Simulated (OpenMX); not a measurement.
**Energy of Co along an even scaling of the cell**

System: Co (P6₃/mmc, 2 atoms in the cell).
Method: Kohn-Sham DFT of a periodic cell, LDA, OpenMX 2013 LDA set, spin-polarised (OpenMX 3.8.5).

The 7 runs differ only in the geometry, by an even scaling of the cell at fixed fractional positions. The structure derives from a Materials Project entry.

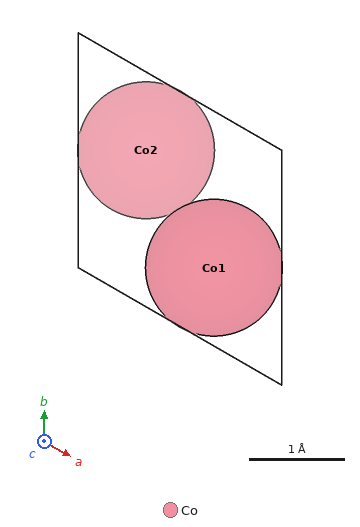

Figure 1. The structure of run 4 (spheres-only view of the cell of the calculation, along the c axis; atoms are numbered from 1 in the order of the input). An atom can appear more than once, as a periodic image.

**Input of run 4**
```
System.CurrrentDirectory             ./
System.Name                          Co
DATA.PATH                            ./DFT_DATA13
level.of.stdout                      1
level.of.fileout                     1
Species.Number                       1
<Definition.of.Atomic.Species
  Co  Co6.0H-s3p2d2          Co_CA13H
Definition.of.Atomic.Species>

Atoms.Number                         2
Atoms.SpeciesAndCoordinates.Unit     FRAC
<Atoms.SpeciesAndCoordinates
    1  Co    0.6666666667    0.3333333333    0.7500000000   9.500  7.500
    2  Co    0.3333333333    0.6666666667    0.2500000000   9.500  7.500
Atoms.SpeciesAndCoordinates>

Atoms.UnitVectors.Unit               Ang
<Atoms.UnitVectors
     2.4719999032    0.0000000000    0.0000000000
    -1.2359999516    2.1408147143    0.0000000000
     0.0000000000    0.0000000000    4.0211440800
Atoms.UnitVectors>

scf.XcType                           LSDA-CA
scf.SpinPolarization                 on
scf.ElectronicTemperature            580.226
scf.energycutoff                     500.0
scf.maxIter                          160
scf.EigenvalueSolver                 band
scf.Kgrid                            13 13 7
scf.Mixing.Type                      rmm-diisk
scf.Init.Mixing.Weight               0.01
scf.Min.Mixing.Weight                0.001
scf.Max.Mixing.Weight                0.2
scf.Mixing.History                   40
scf.Mixing.StartPulay                15
scf.criterion                        1.0e-8
scf.stress.tensor                    on
MD.Type                              nomd
Band.dispersion                      on
Band.Nkpath                          9
<Band.kpath
   11   0.000000  0.000000  0.000000    0.500000  0.000000  0.000000  G M
    7   0.500000  0.000000  0.000000    0.333333  0.333333  0.000000  M K
   13   0.333333  0.333333  0.000000    0.000000  0.000000  0.000000  K G
    6   0.000000  0.000000  0.000000    0.000000  0.000000  0.500000  G A
   11   0.000000  0.000000  0.500000    0.500000  0.000000  0.500000  A L
    7   0.500000  0.000000  0.500000    0.333333  0.333333  0.500000  L H
   13   0.333333  0.333333  0.500000    0.000000  0.000000  0.500000  H A
    6   0.500000  0.000000  0.500000    0.500000  0.000000  0.000000  L M
    6   0.333333  0.333333  0.000000    0.333333  0.333333  0.500000  K H
Band.kpath>
```

Command:
```bash
openmx Co.dat -nt 1 > Co.std
```

Run 2 has the same physical settings and fractional positions; its lattice vectors (Å) are:
```
   2.438590    0.000000    0.000000
  -1.219295    2.111881    0.000000
   0.000000    0.000000    3.966798
```

**Results, with one run withheld**

```csv
run,volume per atom (Å³),"free energy per atom, from the lowest run given (meV)"
1,10.002,4.55
2,10.215,?
3,10.427,0.00
4,10.640,8.97
5,10.853,24.72
6,11.066,46.01
7,11.279,72.34
```

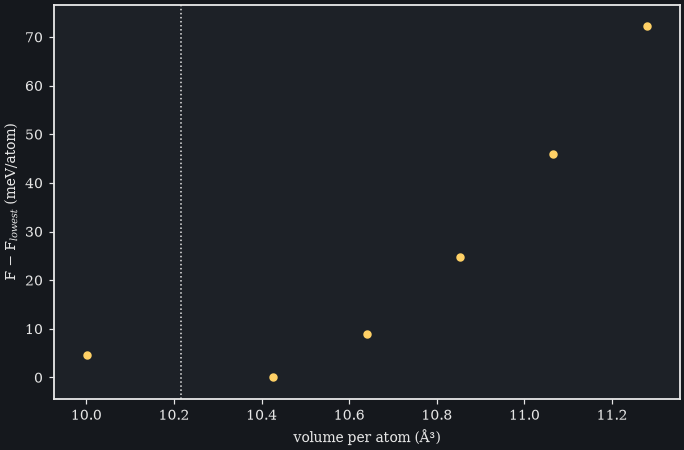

Figure 2. Free energy per atom of the runs given; the dotted line marks run 2.

What should run 2 give?

A cubic polynomial in V^(−2/3) (the Birch–Murnaghan form), fitted to the 6 runs given, misses them by at most 0.10 meV per atom. With x = V^(−2/3) − 0.20598 Å⁻², it reads F = 12.648 − 5194.1 x + 4.4954e+05 x² + 1.0689e+06 x³ (meV per atom). At run 2 it gives −1.88 meV per atom, and the run itself gives −1.68. The fit has its minimum at 10.271 Å³ per atom, where V d²F/dV² gives 290 GPa. Cell shape and fractional positions are held, so this is the stiffness under even scaling; the relaxed bulk modulus wasn't computed.

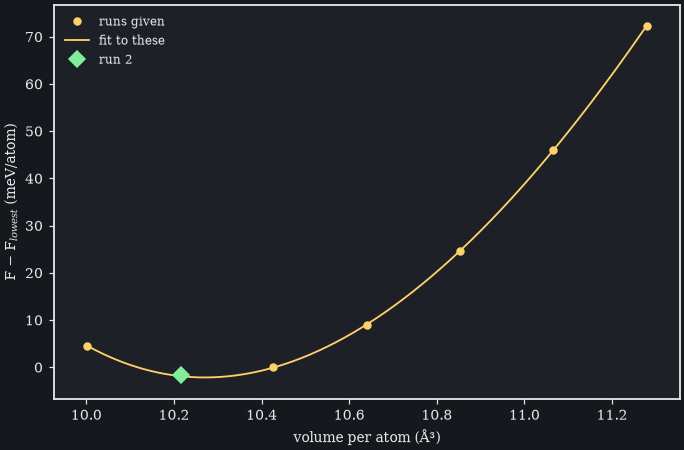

Figure 3. The fit and the withheld run.

**Some lines of the output (run 2)**
```
[...]
  Cell_Volume =    137.862104962247 (Bohr^3)
        Total energy (Hartree) at MD = 1
   kloop=0
   kloop=1
   kloop=591
```

Notes: With a small basis of atomic orbitals these values can differ much from converged plane-wave results.
